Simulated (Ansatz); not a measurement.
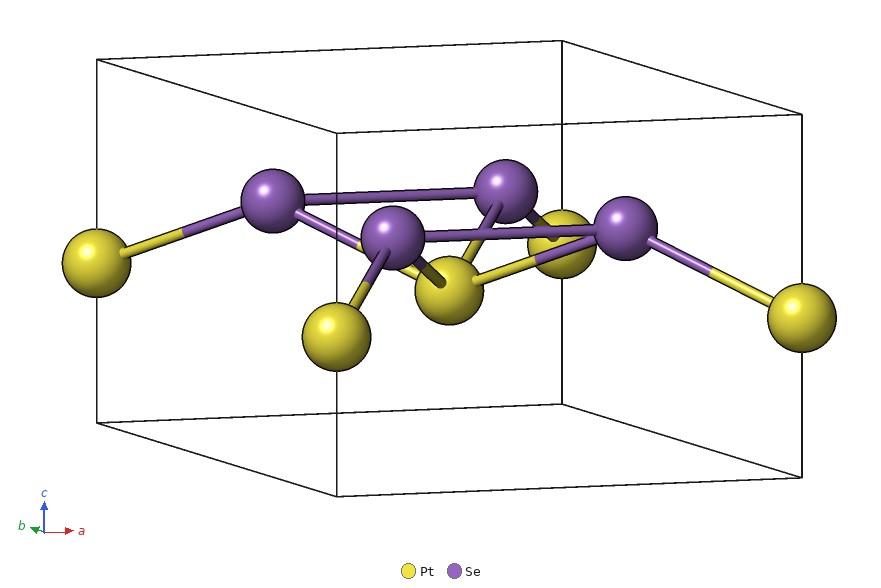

The crystal in a ball-and-stick representation, seen slightly off an axis. The parallelepiped is the conventional unit cell. Cell: a = 5.35 Å, b = 7.59 Å, c = 3.95 Å, α = 90.00°, β = 90.00°, γ = 90.00°.

The starting point was a random cell made by a generator, so it need not be a real form of the compound. Earlier steps of the study, as a rule a relaxation of our own, may have changed the cell and positions, so they can lie some per cent off the listed ones. It was the input of a calculation with Ansatz.

**Characterise what is shown.**

Its composition is PtSe2. Space group Cmm2 (No. 35), lattice base-centred orthorhombic. In the cell are 2 Pt, 4 Se, which makes 2 formula units. Pt is coordinated by four Se at about 2.5 Å. Around each Se lie two Pt and two Se (about 2.5 Å to Pt, 2.7 Å to Se). The bonds build PtSe2 layers parallel to (001).

The calculation used DFT PBE, scalar-relativistic, plane waves, PAW (Ansatz 0.2.0), with E_cut = 420 eV, k-points about 0.14 Å⁻¹ apart, Gaussian smearing of 0.1 eV, no spin polarisation.

**Classify it as metallic or gapped, with the value.**

A metal: bands cross the Fermi level.

**What are the atomic charges by Bader's partition?**

Pt -0.02 e; Se +0.01 e.

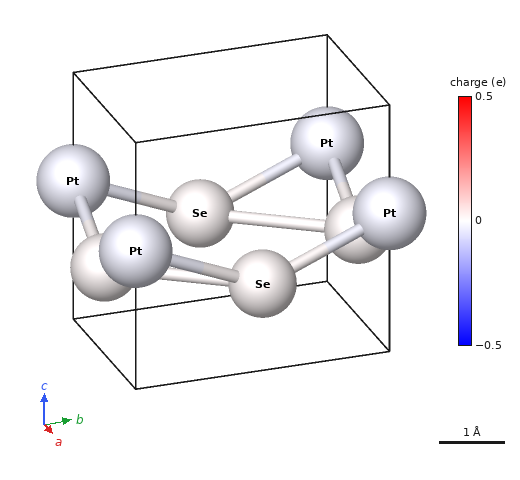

The atoms coloured by those charges. The run's cell of 3 atoms is drawn, so axes and origin can differ from the first picture.

**Is this an equilibrium geometry for the method given?**

Yes. All forces vanish to within 0.01 eV/Å. The pressure is 0.0 GPa, close to zero.
